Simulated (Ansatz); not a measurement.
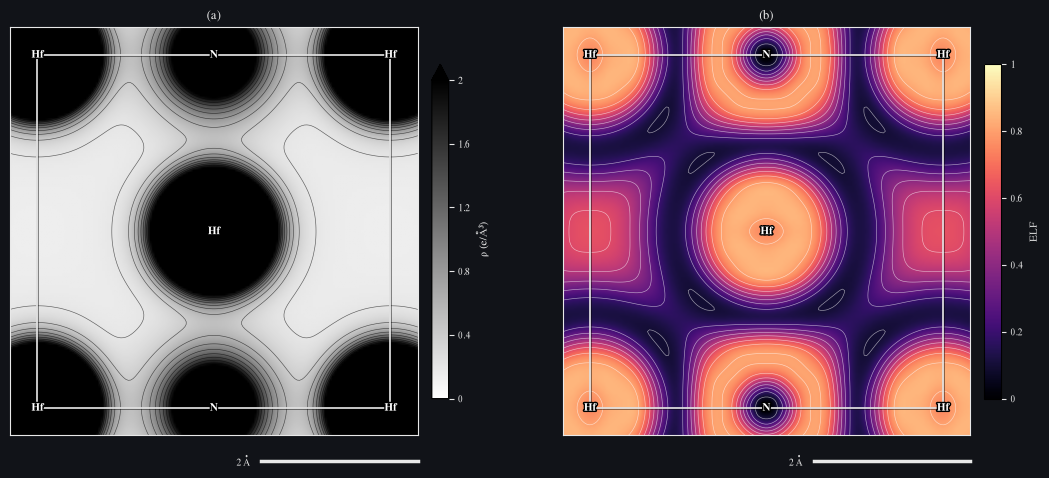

The picture shows: Hf₄N. (a) valence charge density (pseudo); (b) electron localisation function on the (010) plane of the conventional cell.

Space group Pm-3m; a structure generated by program, which may or may not match a known phase; computed without spin polarisation.

Level of theory: Ansatz, DFT PBE, scalar-relativistic, plane waves, PAW.

Interpret the plot.

The plane passes through Hf and N nuclei.
Hf–N (2.26 Å): the density is about 0.52 e/Å³ at the midpoint; the ELF peaks at about 0.80 in the valence shell of N, 0.6 Å from its nucleus, and drops to about 0.15 between the two atoms: no shared electron pair shows on this line.
Hf–Hf (3.19 Å): the density is about 0.17 e/Å³ at the midpoint; the ELF is about 0.15 at the midpoint; no localised pair shows between them.
Between the atoms the lowest density in this plane is 0.14 e/Å³.
The features right at Hf lie inside the PAW spheres, where the map follows smoothed inner orbitals and isn't to be read closely.

Does the calculation give a band gap?

It is gapless in this calculation (a metal or semimetal).
